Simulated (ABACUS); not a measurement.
Run report: SiC, band-structure run

System: SiC (P6₃mc, 4 atoms in the cell).
Method: Kohn-Sham DFT of a periodic cell, r2SCAN, SG15 ONCV 1.2 PBE, no spin polarisation (ABACUS 3.10.1).

The structure derives from an entry of the Crystallography Open Database. It belongs to a series of runs on one base structure; here: bands on the converged density.

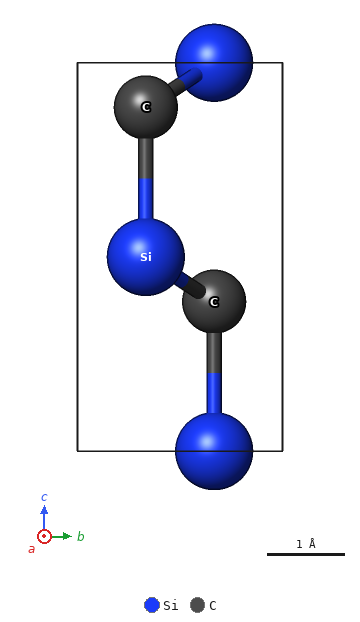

Fig. 1: The input geometry (ball-and-stick view of the cell of the calculation, along the a axis). Near neighbours in the crystal (not all of them lie inside the picture): Si has 4 C at 1.87 to 1.94 Å; C has 4 Si at 1.87 to 1.94 Å.

### Input file
```
INPUT_PARAMETERS
suffix              SiC
calculation         nscf
basis_type          lcao
pseudo_dir          ./
orbital_dir         ./
symmetry            -1
dft_functional      MGGA_X_R2SCAN+MGGA_C_R2SCAN
ecutwfc             100.0
pseudo_rcut         10
nspin               1
nbands              18
ks_solver           genelpa
smearing_method     fd
smearing_sigma      0.00367493
scf_thr             1e-07
scf_nmax            100
mixing_type         broyden
mixing_beta         0.7
mixing_tau          1
init_chg            file
out_band            1
```

### File STRU
```
ATOMIC_SPECIES
Si 28.0850 Si_ONCV_PBE-1.2.upf
C 12.0110 C_ONCV_PBE-1.2.upf

NUMERICAL_ORBITAL
Si_confined-atom_7au_2s2p1d.orb
C_confined-atom_6au_2s2p1d.orb

LATTICE_CONSTANT
1.8897261246

LATTICE_VECTORS
3.0760000000 0.0000000000 0.0000000000
-1.5380000000 2.6638941420 0.0000000000
0.0000000000 0.0000000000 5.0480000000

ATOMIC_POSITIONS
Direct

Si
0.0
2
0.6666666667 0.3333333333 0.5000000000 1 1 1
0.3333333333 0.6666666667 0.0000000000 1 1 1

C
0.0
2
0.6666666667 0.3333333333 0.8850000000 1 1 1
0.3333333333 0.6666666667 0.3850000000 1 1 1
```

### File KPT
```
K_POINTS
12
Line
0.00000000 0.00000000 0.00000000 10 // G
0.50000000 0.00000000 0.00000000 10 // M
0.33333333 0.33333333 0.00000000 10 // K
0.00000000 0.00000000 0.00000000 10 // G
0.00000000 0.00000000 0.50000000 10 // A
0.50000000 0.00000000 0.50000000 10 // L
0.33333333 0.33333333 0.50000000 10 // H
0.00000000 0.00000000 0.50000000 1 // A
0.50000000 0.00000000 0.50000000 10 // L
0.50000000 0.00000000 0.00000000 1 // M
0.33333333 0.33333333 0.00000000 10 // K
0.33333333 0.33333333 0.50000000 1 // H
```

Run as:
```bash
OMP_NUM_THREADS=1 mpirun -np 4 abacus > log
```

### Log
```
ABACUS v3.10.1

               Atomic-orbital Based Ab-initio Computation at UStc

 ------------------------------------------------------------------------------------

 READING GENERAL INFORMATION
                           global_out_dir = OUT.SiC/
                           global_in_card = INPUT
                               pseudo_dir = ./
                              orbital_dir = ./
                                    DSIZE = 4
                                    GSIZE = 1

 READING UNITCELL INFORMATION
                                    ntype = 2
                  lattice constant (Bohr) = 1.88973
              lattice constant (Angstrom) = 1

 READING ATOM TYPE 1
                               atom label = Si
                      L=0, number of zeta = 2
                      L=1, number of zeta = 2
                      L=2, number of zeta = 1
             number of atom for this type = 2

 READING ATOM TYPE 2
                               atom label = C
                      L=0, number of zeta = 2
                      L=1, number of zeta = 2
                      L=2, number of zeta = 1
             number of atom for this type = 2

                        TOTAL ATOM NUMBER = 4
DIRECT COORDINATES
    atom                   x                   y                   z     mag                  vx                  vy                  vz
taud_Si1            0.6666666667        0.3333333333        0.5000000000  0.0000        0.0000000000        0.0000000000        0.0000000000
taud_Si2            0.3333333333        0.6666666667        0.0000000000  0.0000        0.0000000000        0.0000000000        0.0000000000
taud_C1            0.6666666667        0.3333333333        0.8850000000  0.0000        0.0000000000        0.0000000000        0.0000000000
taud_C2            0.3333333333        0.6666666667        0.3850000000  0.0000        0.0000000000        0.0000000000        0.0000000000

                          Volume (Bohr^3) = 279.138
                             Volume (A^3) = 41.364

 Lattice vectors: (Cartesian coordinate: in unit of a_0)
               +3.076                  +0                  +0
               -1.538            +2.66389                  +0
                   +0                  +0              +5.048
 Reciprocal vectors: (Cartesian coordinate: in unit of 2 pi/a_0)
            +0.325098           +0.187695                  -0
                   -0            +0.37539                  -0
                   +0                  -0           +0.198098
 The esolver type has been set to : ksdft_lcao

                PAO radial cut off (Bohr) = 10

 Read in pseudopotential file is Si_ONCV_PBE-1.2.upf
                     pseudopotential type = NC
          exchange-correlation functional = PBE
                 nonlocal core correction = 0
                        valence electrons = 4
                                     lmax = 1
                           number of zeta = 0
                     number of projectors = 4
                           L of projector = 0
                           L of projector = 0
                           L of projector = 1
                           L of projector = 1
 XC functional updated to : MGGA_X_R2SCAN+MGGA_C_R2SCAN
          exchange-correlation functional = MGGA_X_R2SCAN+MGGA_C_R2SCAN
                PAO radial cut off (Bohr) = 10

 Read in pseudopotential file is C_ONCV_PBE-1.2.upf
                     pseudopotential type = NC
          exchange-correlation functional = PBE
                 nonlocal core correction = 0
                        valence electrons = 4
                                     lmax = 1
                           number of zeta = 0
                     number of projectors = 4
                           L of projector = 0
                           L of projector = 0
                           L of projector = 1
                           L of projector = 1
 XC functional updated to : MGGA_X_R2SCAN+MGGA_C_R2SCAN
          exchange-correlation functional = MGGA_X_R2SCAN+MGGA_C_R2SCAN
     initial pseudo atomic orbital number = 0

 SETUP THE ELECTRONS NUMBER
            electron number of element Si = 4
      total electron number of element Si = 8
             electron number of element C = 4
       total electron number of element C = 8
            AUTOSET number of electrons:  = 16
                           occupied bands = 8
                                   NLOCAL = 52
                                   NBANDS = 18
                                   NBANDS = 18
                                   NLOCAL = 52

 SETUP THE PLANE WAVE BASIS
 energy cutoff for charge/potential (unit:Ry) = 400
            fft grid for charge/potential = [ 40, 40, 64 ]
                        fft grid division = [ 5, 5, 4 ]
        big fft grid for charge/potential = [ 8, 8, 16 ]
                                     nbxx = 256
                                     nrxx = 25600

 SETUP PLANE WAVES FOR CHARGE/POTENTIAL
                    number of plane waves = 37735
                         number of sticks = 931

 PARALLEL PW FOR CHARGE/POTENTIAL
     PROC   COLUMNS(POT)             PW
        1            233           9433
        2            233           9433
        3            232           9436
        4            233           9433
 --------------- sum -------------------
        4            931          37735
                            number of |g| = 1624
                                  max |g| = 36.1731
                                  min |g| = 0.140918

----------- Double Check Mixing Parameters Begin ------------
mixing_type: broyden
mixing_beta: 0.7
mixing_gg0: 1
mixing_gg0_min: 0.1
mixing_ndim: 8
----------- Double Check Mixing Parameters End ------------

 SETUP K-POINTS
                                    nspin = 1
                                   nkstot = 93
K-POINTS DIRECT COORDINATES
 KPOINTS    DIRECT_X    DIRECT_Y    DIRECT_Z  WEIGHT
       1  0.00000000  0.00000000  0.00000000  1.0000
       2  0.05000000  0.00000000  0.00000000  1.0000
       3  0.10000000  0.00000000  0.00000000  1.0000
       4  0.15000000  0.00000000  0.00000000  1.0000
       5  0.20000000  0.00000000  0.00000000  1.0000
       6  0.25000000  0.00000000  0.00000000  1.0000
       7  0.30000000  0.00000000  0.00000000  1.0000
       8  0.35000000  0.00000000  0.00000000  1.0000
       9  0.40000000  0.00000000  0.00000000  1.0000
      10  0.45000000  0.00000000  0.00000000  1.0000
      11  0.50000000  0.00000000  0.00000000  1.0000
      12  0.48333333  0.03333333  0.00000000  1.0000
      13  0.46666667  0.06666667  0.00000000  1.0000
      14  0.45000000  0.10000000  0.00000000  1.0000
      15  0.43333333  0.13333333  0.00000000  1.0000
      16  0.41666666  0.16666666  0.00000000  1.0000
      17  0.40000000  0.20000000  0.00000000  1.0000
      18  0.38333333  0.23333333  0.00000000  1.0000
      19  0.36666666  0.26666666  0.00000000  1.0000
      20  0.35000000  0.30000000  0.00000000  1.0000
      21  0.33333333  0.33333333  0.00000000  1.0000
      22  0.30000000  0.30000000  0.00000000  1.0000
      23  0.26666666  0.26666666  0.00000000  1.0000
      24  0.23333333  0.23333333  0.00000000  1.0000
      25  0.20000000  0.20000000  0.00000000  1.0000
      26  0.16666666  0.16666666  0.00000000  1.0000
      27  0.13333333  0.13333333  0.00000000  1.0000
      28  0.10000000  0.10000000  0.00000000  1.0000
      29  0.06666667  0.06666667  0.00000000  1.0000
      30  0.03333333  0.03333333  0.00000000  1.0000
[... 63 further k points ...]

           k-point number in this process = 93
       minimum distributed K point number = 93

[... K-POINTS CARTESIAN COORDINATES: 93 rows ...]

[... K-POINTS DIRECT COORDINATES: 93 rows ...]

 SETUP PLANE WAVES FOR WAVE FUNCTIONS
     energy cutoff for wavefunc (unit:Ry) = 100
              fft grid for wave functions = [ 40, 40, 64 ]
                    number of plane waves = 5889
                         number of sticks = 265

 PARALLEL PW FOR WAVE FUNCTIONS
     PROC   COLUMNS(POT)             PW
        1             67           1475
        2             66           1470
        3             66           1470
        4             66           1474
 --------------- sum -------------------
        4            265           5889

 SET NONLOCAL PSEUDOPOTENTIAL PROJECTORS
 SET NONLOCAL PSEUDOPOTENTIAL PROJECTORS
 max number of nonlocal projetors among all species is 4

 -------------------------------------------
 NONSELF-CONSISTENT
 -------------------------------------------

 SETUP SEARCHING RADIUS FOR PROGRAM TO SEARCH ADJACENT ATOMS
                  longest orb rcut (Bohr) = 7
   longest nonlocal projector rcut (Bohr) = 3.64
                     search radius (Bohr) = 21.3
              searching radius is (Bohr)) = 21.3
         searching radius unit is (Bohr)) = 1.89
                         PeriodicBoundary = 1
                        Radius(unit:lat0) = 11.3
                                   glayer = [ 6, 6, 4 ]
                             glayer_minus = [ 5, 5, 3 ]

Find the coordinate range of the input atom(unit:lat0).
                                  min_tau = [ -23.1, -12.4, -15.1 ]
                                  max_tau = [ 24.6, 15.1, 19.6 ]
                                BoxNumber = [ 11, 11, 7 ]

 SETUP EXTENDED REAL SPACE GRID FOR GRID INTEGRATION
                          real space grid = [ 40, 40, 64 ]
                 big cell numbers in grid = [ 8, 8, 16 ]
             meshcell numbers in big cell = [ 5, 5, 4 ]
                        extended fft grid = [ 12, 12, 12 ]
                dimension of extened grid = [ 33, 33, 41 ]
                            UnitCellTotal = 75
              Atom number in sub-FFT-grid = 4
    Local orbitals number in sub-FFT-grid = 52
                                ParaV.nnr = 65746
                                 init_chg = file
 try to read charge from file
 Read in the charge density: OUT.SiC//SiC-CHARGE-DENSITY.restart
 try to read kinetic energy density from file
 Read in the kinetic energy density: OUT.SiC//SiC-TAU-DENSITY.restart

 LCAO ALGORITHM --------------- ION=   1  ELEC=   1--------------------------------
[... levels at 93 k points of this process ...]

 Density error is 0.00000000000
----------------------------------------------------------
     Energy           Rydberg                 eV
----------------------------------------------------------
 E_KohnSham     -38.4517787115       -523.1632887113
 E_KS(sigma->0) -38.4517787115       -523.1632887112
 E_Harris       -38.4517787115       -523.1632887113
 E_band         3.7853437272         51.5022435779
 E_one_elec     10.7492807327        146.2514673661
 E_Hartree      4.7470926412         64.5875088538
 E_xc           -12.1589628797       -165.4311769338
 E_Ewald        -41.7891892057       -568.5710879973
 E_entropy(-TS) -0.0000000000        -0.0000000000
 E_descf        0.0000000000         0.0000000000
 E_exx          0.0000000000         0.0000000000
 E_Fermi        0.8349271056         11.3597660504
----------------------------------------------------------

 charge density convergence is achieved
 final etot is -523.16328871 eV
 EFERMI = 11.359766050 eV

 STATE ENERGY(eV) AND OCCUPATIONS    NSPIN == 1
 1/93 kpoint (Cartesian) = 0.0000 0.0000 0.0000 (1181 pws)
       1       -6.92435      0.0215054
       2       -3.40097      0.0215054
       3       0.610827      0.0215054
       4        8.05898      0.0215054
       5        8.05898      0.0215054
       6        9.45218      0.0215054
       7        9.45218      0.0215054
       8        9.79343      0.0215054
       9        14.7857    3.76063e-32
      10        16.4596    1.08581e-46
      11        16.6326    3.41246e-48
      12        16.6326    3.41246e-48
      13        17.8713    5.94299e-59
      14        18.9947    1.03874e-68
      15        18.9947    1.03874e-68
      16        21.8732        0.00000
      17        21.8732        0.00000
      18        22.8381        0.00000

 2/93 kpoint (Cartesian) = 0.016255 0.0093848 0.0000 (1173 pws)
       1       -6.88083      0.0215054
       2       -3.36267      0.0215054
       3       0.652708      0.0215054
       4        7.78319      0.0215054
       5        7.97579      0.0215054
       6        9.26737      0.0215054
       7        9.42487      0.0215054
       8        9.76121      0.0215054
       9        14.9846    7.03831e-34
      10        16.4429    1.51629e-46
      11        16.6236    4.09156e-48
      12        16.7402    3.97184e-49
      13        17.9821    6.47716e-60
      14        18.9208    4.54916e-68
      15        19.1267    7.41067e-70
      16        21.4691        0.00000
      17        21.7517        0.00000
      18        22.7421        0.00000

 3/93 kpoint (Cartesian) = 0.032510 0.018770 0.0000 (1167 pws)
       1       -6.75026      0.0215054
       2       -3.24860      0.0215054
       3       0.777125      0.0215054
       4        7.07119      0.0215054
       5        7.75371      0.0215054
       6        8.75748      0.0215054
       7        9.33648      0.0215054
       8        9.65977      0.0215054
       9        15.2724    2.22564e-36
      10        16.4432    1.50829e-46
      11        16.7627    2.53040e-49
      12        17.0404    9.79788e-52
      13        18.0333    2.32830e-60
      14        18.9471    2.69032e-68
      15        19.4893    5.24747e-73
      16        20.6930    1.84157e-83
      17        21.5049        0.00000
      18        22.5435        0.00000

 4/93 kpoint (Cartesian) = 0.048765 0.028154 0.0000 (1167 pws)
       1       -6.53262      0.0215054
       2       -3.06211      0.0215054
       3       0.979807      0.0215054
       4        6.12570      0.0215054
       5        7.45036      0.0215054
       6        8.02598      0.0215054
       7        9.18490      0.0215054
       8        9.47380      0.0215054
       9        15.0417    2.24892e-34
      10        16.7979    1.25098e-49
      11        17.1668    7.82083e-53
      12        17.4513    2.64277e-55
      13        17.5606    2.97242e-56
      14        19.4578    9.85841e-73
      15        19.9751    3.16448e-77
      16        20.0140    1.45347e-77
      17        21.4053        0.00000
      18        22.3609        0.00000

 5/93 kpoint (Cartesian) = 0.065020 0.037539 0.0000 (1167 pws)
       1       -6.22888      0.0215054
       2       -2.81078      0.0215054
       3        1.25061      0.0215054
       4        5.09863      0.0215054
       5        7.11883      0.0215054
       6        7.17267      0.0215054
       7        8.98722      0.0215054
       8        9.18450      0.0215054
       9        14.5449    4.64486e-30
      10        16.6842    1.21700e-48
      11        17.1759    6.51417e-53
      12        17.8045    2.26073e-58
      13        17.9650    9.11806e-60
      14        19.5522    1.49309e-73
      15        20.1469    1.01936e-78
      16        20.4593    1.97148e-81
      17        21.7588        0.00000
      18        22.3250        0.00000

 6/93 kpoint (Cartesian) = 0.081274 0.046924 0.0000 (1147 pws)
       1       -5.84245      0.0215054
       2       -2.50934      0.0215054
       3        1.56205      0.0215054
       4        4.10373      0.0215054
       5        6.26727      0.0215054
       6        6.79682      0.0215054
       7        8.77106      0.0215054
       8        8.78169      0.0215054
       9        14.0270    1.46403e-25
      10        15.9977    1.11730e-42
      11        17.3137    4.14528e-54
      12        17.9273    1.93749e-59
      13        18.5047    1.87306e-64
      14        19.6223    3.67585e-74
      15        20.6892    1.98616e-83
      16        21.0874    6.91117e-87
      17        22.4910        0.00000
      18        22.5482        0.00000

[... levels at 87 further k points ...]

 --------------------------------------------
 !FINAL_ETOT_IS -523.1632887112575 eV
 --------------------------------------------

 Output bands in file: OUT.SiC/BANDS_1.dat
```

### Standard output
```
ABACUS v3.10.1

               Atomic-orbital Based Ab-initio Computation at UStc

 dft_functional readin is: MGGA_X_R2SCAN+MGGA_C_R2SCAN
 dft_functional in pseudopot file is: PBE
 Please make sure this is what you need
 dft_functional readin is: MGGA_X_R2SCAN+MGGA_C_R2SCAN
 dft_functional in pseudopot file is: PBE
 Please make sure this is what you need
 UNIFORM GRID DIM        : 40 * 40 * 64
 UNIFORM GRID DIM(BIG)   : 8 * 8 * 16
func,idMGGA_X_R2SCAN 497
func,idMGGA_C_R2SCAN 498
 ---------------------------------------------------------
 ---------------------------------------------------------
 SPIN    KPOINTS         PROCESSORS  THREADS     NBASE
 1       93              4           4           52
 ---------------------------------------------------------
 Use Systematically Improvable Atomic bases
 ---------------------------------------------------------
 ELEMENT ORBITALS        NBASE       NATOM       XC
 Si      2s2p1d-7au      13          2
 C       2s2p1d-6au      13          2
 ---------------------------------------------------------
 Initial plane wave basis and FFT box
 ---------------------------------------------------------
 -------------------------------------------
 NONSELF-CONSISTENT :
 -------------------------------------------
 START CHARGE      : file
 ITER       ETOT/eV          EDIFF/eV         DRHO         DKIN     TIME/s
 GE1     -5.23163289e+02   0.00000000e+00   0.0000e+00   0.0000e+00   1.25
```

### Results in brief

| quantity | value |
| --- | --- |
| outcome | converged |
| space group (tolerance 0.01 Å) | P6₃mc (186) |
| electrons treated | 16 |
| Fermi energy of the self-consistent step | 10.893 eV |
| gap on the band path | 2.67 eV |
| hardware | 4 threads of Intel Xeon @ 2.90GHz (Ice Lake), 16 GiB of memory available, shared host |
| wall time | 2.1 s (CPU time 7.2 s) |
| peak memory | 0.36 GiB |

### Notes

Points of doubt noted for this run: home made orbitals.
